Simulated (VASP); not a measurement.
**What a change does: geometry relaxation on SiC**

System: SiC (P6₃mc, 12 atoms in the cell).
Method of the first run: Kohn-Sham DFT of a periodic cell, vdW-DF, VASP PAW PBE potentials, recommended, no spin polarisation (VASP 6.6.1).

The structure derives from an entry of the Crystallography Open Database. 

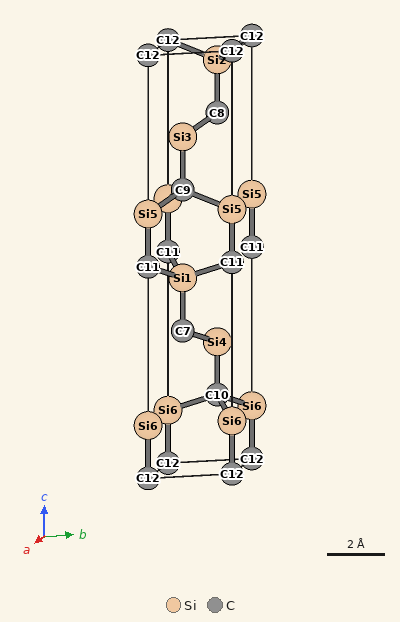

Fig. 1: The input geometry (ball-and-stick view of the cell of the calculation, seen slightly off an axis; atoms are numbered from 1 in the order of the input). Near neighbours in the crystal (not all of them lie inside the picture): Si has 4 C at 1.90 Å; C has 4 Si at 1.90 Å.

## INCAR, the first run
```
PREC = Accurate
ENCUT = 600
EDIFF = 1E-7
ISMEAR = -1
SIGMA = 0.05
LREAL = False
LASPH = True
NELM = 100
ALGO = Fast
ISIF = 3
LWAVE = False
LCHARG = False
GGA = RE
LUSE_VDW = True
AGGAC = 0.0
IBRION = 2
NSW = 40
EDIFFG = -0.02
```

## KPOINTS, the first run
```
Automatic mesh
0
Gamma
  10 10 2
```

## POSCAR, the first run
```
SiC
1.0
    3.0950000000      0.0000000000      0.0000000000
   -1.5475000000      2.6803486247      0.0000000000
    0.0000000000      0.0000000000     15.1700000000
Si C
6 6
Direct
    0.6666666667      0.3333333333      0.4583000000
    0.3333333333      0.6666666667      0.9583000000
    0.6666666667      0.3333333333      0.7917000000
    0.3333333333      0.6666666667      0.2917000000
    0.0000000000      0.0000000000      0.6250000000
    0.0000000000      0.0000000000      0.1250000000
    0.6666666667      0.3333333333      0.3333000000
    0.3333333333      0.6666666667      0.8333000000
    0.6666666667      0.3333333333      0.6667000000
    0.3333333333      0.6666666667      0.1667000000
    0.0000000000      0.0000000000      0.5000000000
    0.0000000000      0.0000000000      0.0000000000
```

Command:
```bash
cat potpaw_PBE.64/Si/POTCAR potpaw_PBE.64/C/POTCAR > POTCAR
mpirun -np 1 vasp_std > vasp.out
```

Hardware: 1 thread of Intel Xeon (Granite Rapids), 64 GiB of memory available, shared host.

## OSZICAR and lines of OUTCAR (the first run)
```
N       E                     dE             d eps       ncg     rms          rms(c)
DAV:   1     0.182034491242E+03    0.18203E+03   -0.24287E+04  1736   0.157E+03
DAV:   2    -0.683781385121E+02   -0.25041E+03   -0.23916E+03  2347   0.242E+02
DAV:   3    -0.816828880150E+02   -0.13305E+02   -0.13222E+02  2128   0.573E+01
DAV:   4    -0.819419310779E+02   -0.25904E+00   -0.25840E+00  2145   0.890E+00
DAV:   5    -0.819489796589E+02   -0.70486E-02   -0.70456E-02  2095   0.143E+00    0.215E+01
RMM:   6    -0.697638138481E+02    0.12185E+02   -0.37164E+01  1736   0.243E+01    0.962E+00
RMM:   7    -0.703214627933E+02   -0.55765E+00   -0.15124E+01  1736   0.166E+01    0.491E+00
[...]
RMM:   4    -0.702230940757E+02    0.37613E-07   -0.59570E-07  1725   0.464E-03
   4 F= -.70223094E+02 E0= -.70223094E+02  d E =-.349830E-01
       N       E                     dE             d eps       ncg     rms          rms(c)
DAV:   1    -0.702232212080E+02   -0.12709E-03   -0.13050E-02  1904   0.673E-01    0.330E-02
RMM:   2    -0.702232393055E+02   -0.18098E-04   -0.33826E-04  1736   0.106E-01    0.165E-02
RMM:   3    -0.702232377876E+02    0.15179E-05   -0.48616E-05  1747   0.397E-02    0.947E-03
RMM:   4    -0.702232372006E+02    0.58704E-06   -0.13110E-05  1737   0.189E-02    0.286E-03
RMM:   5    -0.702232373556E+02   -0.15506E-06   -0.20405E-06  1806   0.780E-03    0.211E-03
RMM:   6    -0.702232374073E+02   -0.51683E-07   -0.55087E-07  1530   0.400E-03
   5 F= -.70223237E+02 E0= -.70223237E+02  d E =-.143332E-03
[... from OUTCAR:]
  free energy    TOTEN  =       -70.22323741 eV
  energy without entropy =      -70.22323741  energy(sigma->0) =      -70.22323741
 E-fermi :   8.8418     XC(G=0): -10.9774     alpha+bet :-15.8900
  free  energy   TOTEN  =       -70.2232374073 eV
  energy  without entropy=      -70.2232374073  energy(sigma->0) =      -70.22323741
```

The input of the second run differs as follows (lines with − go, lines with + come):
```diff
-EDIFF = 1E-7
+EDIFF = 1E-6
-ALGO = Fast
+ALGO = Normal
-GGA = RE
+GGA = BF
-AGGAC = 0.0
+ZAB_VDW = -1.8867
-EDIFFG = -0.02
+EDIFFG = -0.01
```

What does this change do to the results?

The total energies belong to different methods, so their difference says nothing on which is more stable or more accurate. The gap on the mesh goes from 2.29 to 2.22 eV. The volume per atom goes from 10.70 to 10.44 Å³. The SCF takes 37 iterations over all geometry steps against 51.

## OSZICAR and lines of OUTCAR (the second run)
```
N       E                     dE             d eps       ncg     rms          rms(c)
DAV:   1     0.174662687312E+03    0.17466E+03   -0.24248E+04  1736   0.157E+03
DAV:   2    -0.729769526431E+02   -0.24764E+03   -0.23645E+03  2354   0.241E+02
DAV:   3    -0.859081638637E+02   -0.12931E+02   -0.12848E+02  2128   0.563E+01
DAV:   4    -0.861513530570E+02   -0.24319E+00   -0.24262E+00  2145   0.860E+00
DAV:   5    -0.861576644011E+02   -0.63113E-02   -0.63091E-02  2102   0.134E+00    0.220E+01
DAV:   6    -0.758385484227E+02    0.10319E+02   -0.34747E+01  2016   0.235E+01    0.102E+01
DAV:   7    -0.757310073641E+02    0.10754E+00   -0.32437E+00  2352   0.756E+00    0.435E+00
[...]
DAV:   2    -0.757947578997E+02    0.11888E-05   -0.15980E-06  1432   0.718E-03    0.248E-03
DAV:   3    -0.757947570440E+02    0.85570E-06   -0.67916E-07  1085   0.437E-03
   4 F= -.75794757E+02 E0= -.75794757E+02  d E =-.258422E-02
       N       E                     dE             d eps       ncg     rms          rms(c)
DAV:   1    -0.757948728503E+02   -0.11495E-03   -0.13470E-02  1792   0.685E-01    0.377E-02
DAV:   2    -0.757948914102E+02   -0.18560E-04   -0.39980E-04  2192   0.109E-01    0.211E-02
DAV:   3    -0.757948833855E+02    0.80247E-05   -0.15457E-05  2198   0.263E-02    0.116E-02
DAV:   4    -0.757948826691E+02    0.71638E-06   -0.20913E-05  2161   0.237E-02    0.447E-03
DAV:   5    -0.757948825137E+02    0.15545E-06   -0.20837E-06  1588   0.880E-03
   5 F= -.75794883E+02 E0= -.75794883E+02  d E =-.125470E-03
[... from OUTCAR:]
  free energy    TOTEN  =       -75.79488251 eV
  energy without entropy =      -75.79488251  energy(sigma->0) =      -75.79488251
 E-fermi :   8.8523     XC(G=0): -11.4050     alpha+bet :-16.2875
  free  energy   TOTEN  =       -75.7948825137 eV
  energy  without entropy=      -75.7948825136  energy(sigma->0) =      -75.79488251
```

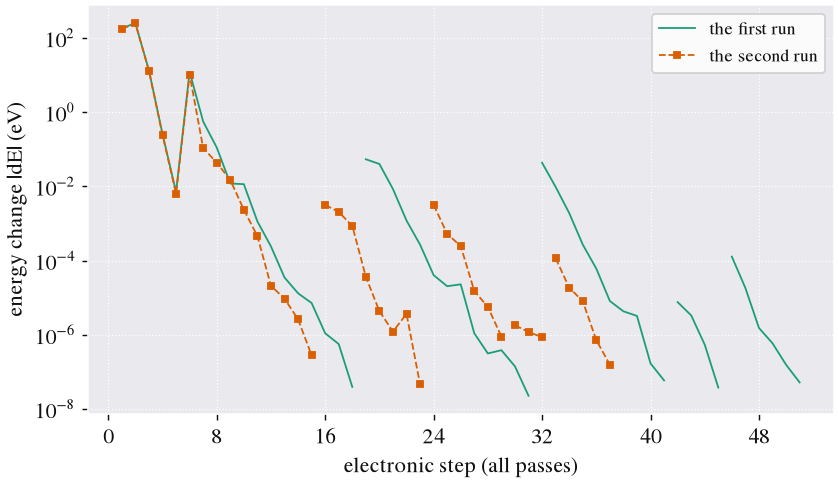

Fig. 2: Convergence of the two runs: energy change |dE| against the electronic step. A break in a curve parts two SCF passes. The first run takes 51 steps in all, and the second run takes 37.

## The two runs side by side

| quantity | the first run | the second run |
| --- | --- | --- |
| outcome | converged | converged |
| free energy per atom (eV) | −5.8519 | −6.3162 |
| gap on the mesh (eV) | 2.29 | 2.22 |
| pressure (GPa) | 0.06 | 0.04 |
| volume per atom (Å³) | 10.70 | 10.44 |
| largest force (eV/Å) | 0.018 | 0.010 |
| SCF iterations | 51 | 37 |
| irreducible k-points | 28 | 28 |
